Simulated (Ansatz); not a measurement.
# SiGe₄ (slab): what the fields show

The calculation's input:

```
crystal:
  lattice:
    - [3.9749475856, 0.0, 0.0]
    - [-1.9874737928, 3.4424055879, 0.0]
    - [0.0, 0.0, 19.6181517136]
  atoms:
    - { symbol: Ge, position: [0.3333333333, 0.6666666667, 0.2038928059] }
    - { symbol: Ge, position: [0.0, 0.0, 0.2452515838] }
    - { symbol: Ge, position: [0.0, 0.0, 0.376488145] }
    - { symbol: Ge, position: [0.6666666667, 0.3333333333, 0.413808183] }
    - { symbol: Si, position: [1.0, 0.5, 0.5202371034] }
basis:
  ecutwfc: 420
kpoints:
  mp_grid: { grid: [9, 9, 1] }
hamiltonian:
  xc: lda
  pseudopotentials: { kind: paw, azcp: { folder: soft_1 } }
scf:
  occupations: { method: gaussian, width: 0.1 }
output:
  forces: true
  eigenvalues: true
  write_density: true
  write_potential: true
  elf: true
  volumetric_format: npy
relax:
  adjacent_minimum: "off"
  f_tol: 0.025
  max_steps: 16
  constraints: [{ sites: [0, 1, 2, 3] }, { sites: [4], fix: xy }]
efield:
  axis: 3
  dipole_correction: true
  ramp_width: 0.04
```

Run with:

```sh
ansatz run input.yaml --threads 2 --pin off --max-ram 6144MiB --backend cpu --events-out ev --progress --plain --runs-dir out
```

A point of a scan over the structure, not its minimum; not relaxed (largest force 0.8 eV/Å); PAW files of the earlier set (soft_1).

Method: DFT LDA, scalar-relativistic, plane waves, PAW in Ansatz 0.2.0.

Core electrons are frozen (PAW), and the valence fields are smoothed inside the atomic spheres.

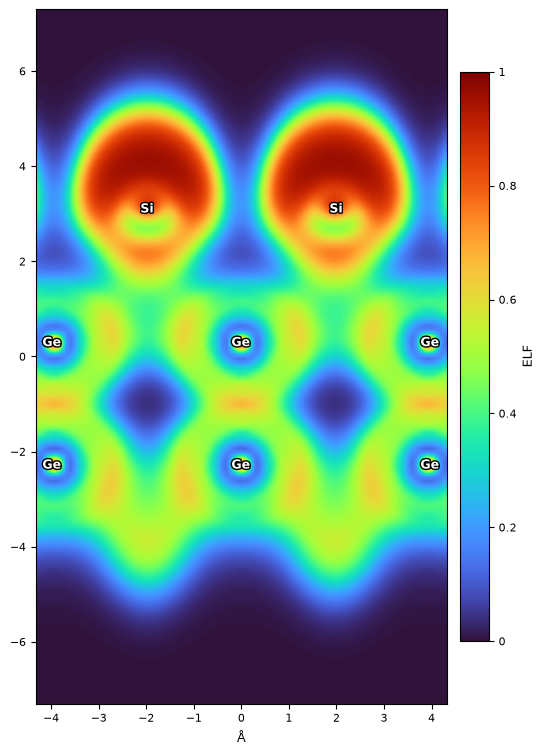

Figure 1. ELF on the (100) plane of the calculation cell, a cut from vacuum to vacuum.

Interpret the plot.

The section cuts through Ge and Si sites.
The ELF also peaks beside Si, away from the bonds: lone-pair regions.
The features right at Ge lie inside the PAW spheres, where the map follows smoothed inner orbitals and isn't to be read closely.

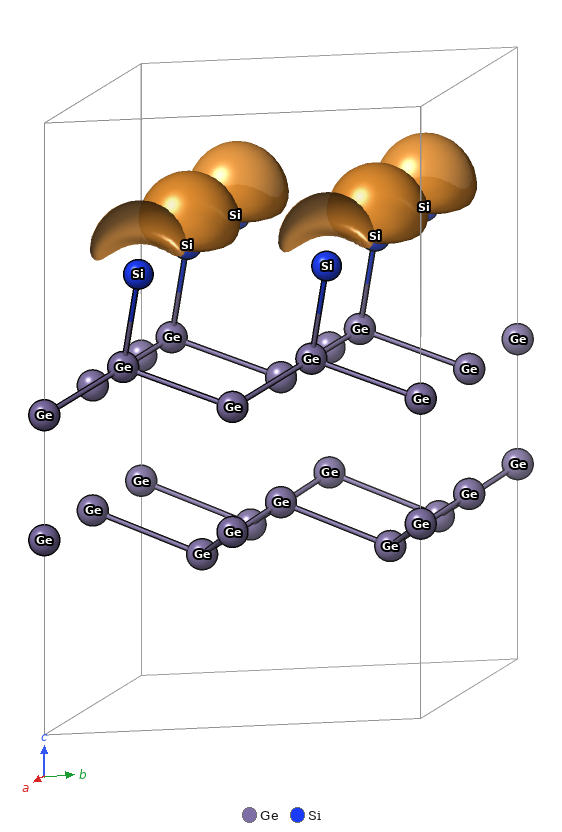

Figure 2. Isosurface of the ELF at 0.9 (orange), seen slightly off an axis. Only the valence region is drawn (cores and ρ < 0.01 e/Å³ removed). Sticks mark near contacts.

What do the ELF domains correspond to?

At this value the surface marks out one lobe on Si, pointing away from the bonds (lone pairs), counted in one cell of 5 atoms. Counts are for one cell; the picture repeats the cell along the surface. Along the contacts the grid gives the following. Si–Ge (2.38 Å): the ELF peaks at about 0.85 in the valence shell of Si, 1.0 Å from its nucleus, and is about 0.80 at the midpoint. Ge–Ge (2.41 Å): the ELF peaks at about 0.70 between the atoms.

Does the calculation give a band gap?

It is metallic or semimetallic at this level of theory: no gap opens.
